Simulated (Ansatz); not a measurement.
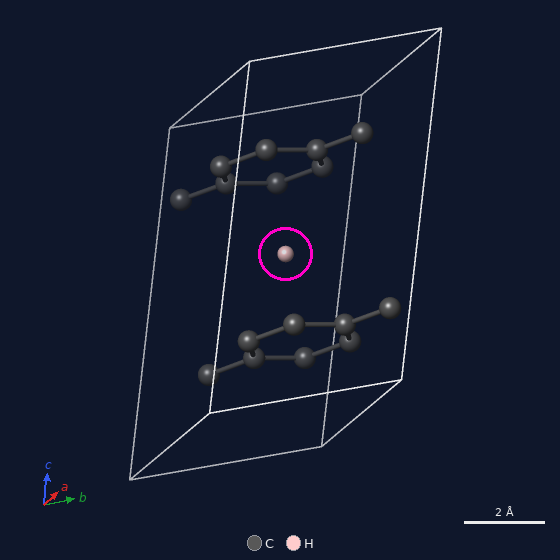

The figure gives a ball-and-stick picture of the atoms, viewed from a general direction. The lines enclose the supercell; boundary atoms appear with their images. The host is C, in a cell of 16 sites, and the cell is neutral. A ring marks the defect's site.

> What kind of defect was put in?

An interstitial hydrogen atom. It is bonded to no bonds drawn.

The atoms were relaxed in the host's cell with Ansatz, DFT PBE, scalar-relativistic, plane waves, PAW.
